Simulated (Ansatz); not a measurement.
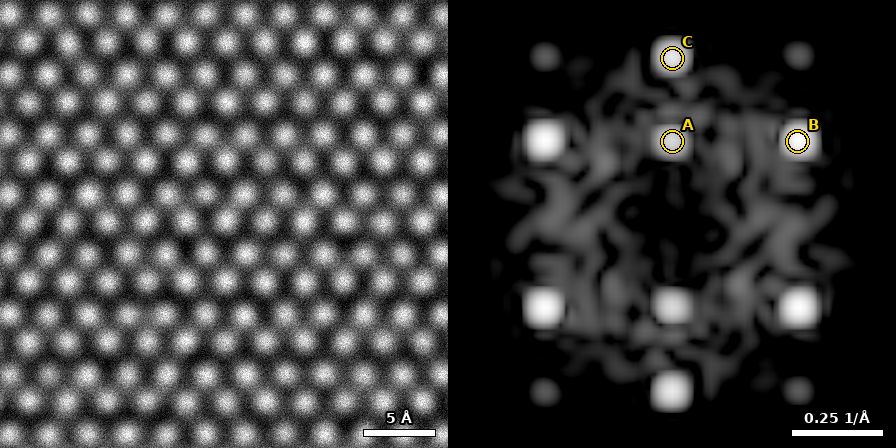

iDPC-like image of a crystal. Simulated as the projected potential of neutral atoms (B = 0.5 Å²) blurred by a 1.30 Å probe, the thin-sample limit of integrated differential phase contrast. Shot noise and the speckle of an amorphous layer were added.

The right panel is the modulus of the image's Fourier transform on a logarithmic scale.

Question: Which lattice spacings do the marked spots stand for, and what angle do A and B enclose?

Answer: A: 4.3 Å, B: 2.4 Å, C: 2.2 Å; A and B enclose about 57°.

The crystal is Al (C2/c, No. 15) along [100]; the spots are (020), (0 2 -1) and (040). Structure: the geometry relaxed with DFT, LDA (PW92), plane waves (420 eV) with PAW, scalar-relativistic (Ansatz 0.2.0); the starting structure was generated, so it need not be a known form of this composition.
